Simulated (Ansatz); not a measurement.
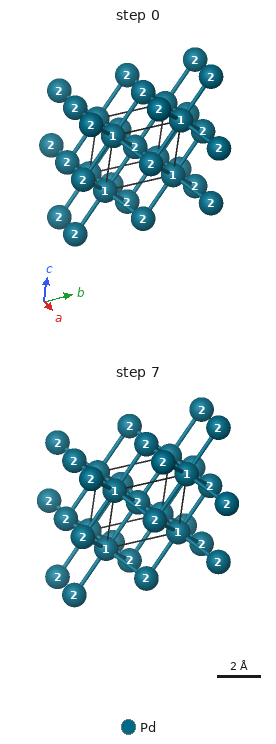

The structure of a crystal of Pd (a generated structure, set up in Pm-3m) before (top) and after (bottom) a relaxation, at one scale.

Style: ball-and-stick. Shown: the cell of the calculation, slightly off an axis.

Phase: simple cubic.

Theory: DFT, BLYP, plane waves (420 eV) with PAW, scalar-relativistic (Ansatz 0.2.0).

Input file:
```yaml
crystal:
  lattice:
    - [0.0, 2.5140960172, 2.5140960172]
    - [2.5140960172, 0.0, 2.5140960172]
    - [2.5140960172, 2.5140960172, 0.0]
  atoms:
    - { symbol: Pd, position: [0.0, 0.0, 0.0], spin: 0.5 }
    - { symbol: Pd, position: [0.5, 0.5, 0.5], spin: -0.5 }
hamiltonian:
  xc: blyp
  pseudopotentials:
    kind: paw
    azcp:
      Pd: "pseudopotentials/Pd.paw.azcp"
basis:
  ecutwfc: 420
  fft_grid_basis: typed
kpoints:
  mp_grid: { grid: [11, 11, 11], shift: [0, 0, 0] }
magnetization:
  spin_polarized: true
scf:
  occupations: { method: fermi_dirac, width: 0.05 }
relax:
  max_steps: 60
  f_tol: 0.01
  cell: {}
output:
  write_density: true
  write_potential: true
  elf: true
  volumetric_format: npy
```

Launched with:
```bash
ansatz run input.yaml --threads 2 --pin off --max-ram 5120MiB --backend cpu --events-out ev --progress --plain --runs-dir out
```

**Summarise the run.**

No atom moves by more than 0.005 Å relative to the cell. Cell: a = b = c 3.555 → 3.773 Å (+6.1 %). Volume +19.5 %. Some distances before and after: Pd1–Pd2 2.514 → 2.668 Å. The space group stays Pm-3m (No. 221). Over 5 accepted moves (7 points after the start) the energy falls by 230 meV per atom. All forces vanish by symmetry, so only the cell relaxes. Pressure: 28.69 GPa at the start and 0.00 GPa at the end. The SCF was repeated twice at an unchanged geometry on a basis and grid sized afresh for the cell, which shifted the energy by 1.9 meV per atom at most. The program noted that the starting moments weren't kept.
